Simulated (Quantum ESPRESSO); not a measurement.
# Energy of Ge along an even scaling of the cell

System: Ge (I4₁/amd, 2 atoms in the cell).
Method: Kohn-Sham DFT of a periodic cell, r2SCAN, SG15 PBE 1.2, no spin polarisation (Quantum ESPRESSO 7.5).

The 7 runs differ only in the geometry, by an even scaling of the cell at fixed fractional positions. The structure derives from a Materials Project entry.

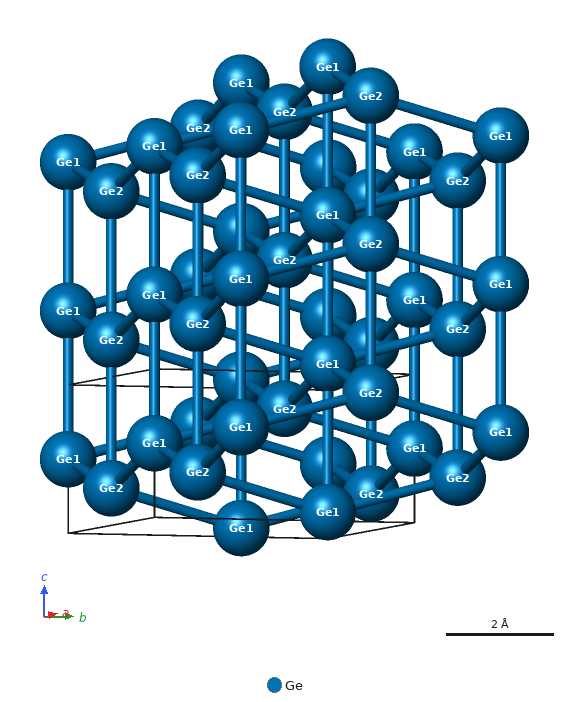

Figure 1. The structure of run 4 (ball-and-stick view of the cell 2 times as large as that of the calculation, set on its symmetry axes, repeated 2 × 1 × 3, seen at an oblique angle; atoms are numbered from 1 in the order of the input). An atom can appear more than once, as a periodic image.

**Input of run 4**
```
&CONTROL
  calculation = 'scf'
  prefix = 'pwscf'
  outdir = './tmp'
  pseudo_dir = './pseudo'
  tprnfor = .true.
  tstress = .true.
  disk_io = 'nowf'
/
&SYSTEM
  ibrav = 0
  nat = 2
  ntyp = 1
  ecutwfc = 70
  nbnd = 21
  input_dft = 'r2scan'
  occupations = 'smearing'
  smearing = 'fd'
  degauss = 0.00367493
  nosym = .true.
  nr1 = 48
  nr2 = 48
  nr3 = 48
/
&ELECTRONS
  conv_thr = 1d-08
  electron_maxstep = 120
  mixing_beta = 0.5
/
ATOMIC_SPECIES
Ge    72.6300 Ge_ONCV_PBE-1.2.upf
CELL_PARAMETERS angstrom
  -2.5744897190    2.5744897190    1.3974126432
   2.5744897190   -2.5744897190    1.3974126432
   2.5744897190    2.5744897190   -1.3974126432
ATOMIC_POSITIONS crystal
Ge     0.5000000000    0.5000000000    0.0000000000
Ge     0.2500000000    0.7500000000    0.5000000000
K_POINTS automatic
6 6 6 0 0 0
```

Command:
```bash
OMP_NUM_THREADS=1 mpirun -n 2 pw.x -nk 2 -in pw.in > pw.out
```

Run 5 differs from it as follows:
```diff
-  -2.5744897190    2.5744897190    1.3974126432
-   2.5744897190   -2.5744897190    1.3974126432
-   2.5744897190    2.5744897190   -1.3974126432
+  -2.5915398167    2.5915398167    1.4066673013
+   2.5915398167   -2.5915398167    1.4066673013
+   2.5915398167    2.5915398167   -1.4066673013
```

**Results, with one run withheld**

| run | volume per atom (Å³) | free energy per atom, from the lowest run given (meV) | pressure (GPa) |
| --- | --- | --- | --- |
| 1 | 17.413 | 7.85 | 3.61 |
| 2 | 17.783 | 1.77 | 1.63 |
| 3 | 18.154 | 0.00 | −0.11 |
| 4 | 18.524 | 2.04 | −1.66 |
| 5 | 18.895 | ? | ? |
| 6 | 19.265 | 15.77 | −4.21 |
| 7 | 19.636 | 26.66 | −5.24 |

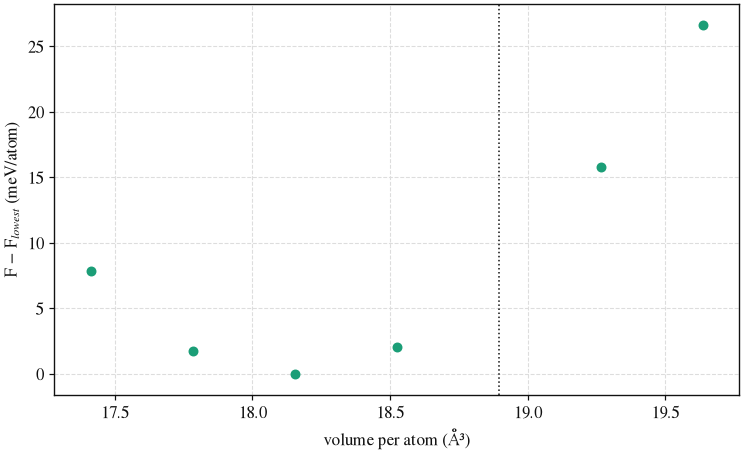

Figure 2. Free energy per atom of the runs given; the dotted line marks run 5.

Fit the runs given and predict run 5.

A cubic polynomial in V^(−2/3) (the Birch–Murnaghan form), fitted to the 6 runs given, misses them by at most 0.01 meV per atom. With x = V^(−2/3) − 0.14330 Å⁻², it reads F = 1.231 − 1548.6 x + 4.8076e+05 x² + 2.3719e+06 x³ (meV per atom). At run 5 it gives 7.45 meV per atom, and the run itself gives 7.43. The slope of the fit gives a pressure −dF/dV of −2.99 GPa there, and the run prints −3.02 GPa. The fit has its minimum at 18.132 Å³ per atom, where V d²F/dV² gives 81.1 GPa. Cell shape and fractional positions are held, so this is the stiffness under even scaling; the relaxed bulk modulus wasn't computed.

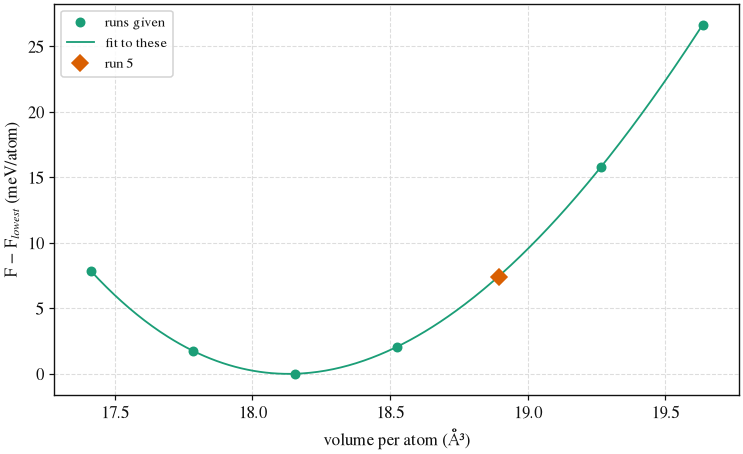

Figure 3. The fit and the withheld run.

**Some lines of the output (run 5)**
```
[...]
     total energy              =    -281.03517043 Ry
     total energy              =    -281.28609926 Ry
     total energy              =    -281.30221613 Ry
     total energy              =    -281.30334509 Ry
     total energy              =    -281.30375532 Ry
     total energy              =    -281.30379457 Ry
     total energy              =    -281.30379588 Ry
     total energy              =    -281.30379606 Ry
     total energy              =    -281.30379607 Ry
     the Fermi energy is    13.7498 ev
!    total energy              =    -281.30379608 Ry
     The total energy is F=E-TS. E is the sum of the following terms:
     Computing stress (Cartesian axis) and pressure
          total   stress  (Ry/bohr**3)                   (kbar)     P=      -30.18
```

Notes: Further notes kept with the run: potentials made for another functional. Notes on the run: SCF correction compared to forces is large. Points of doubt noted for this run: coarse mesh; potentials made for another functional.
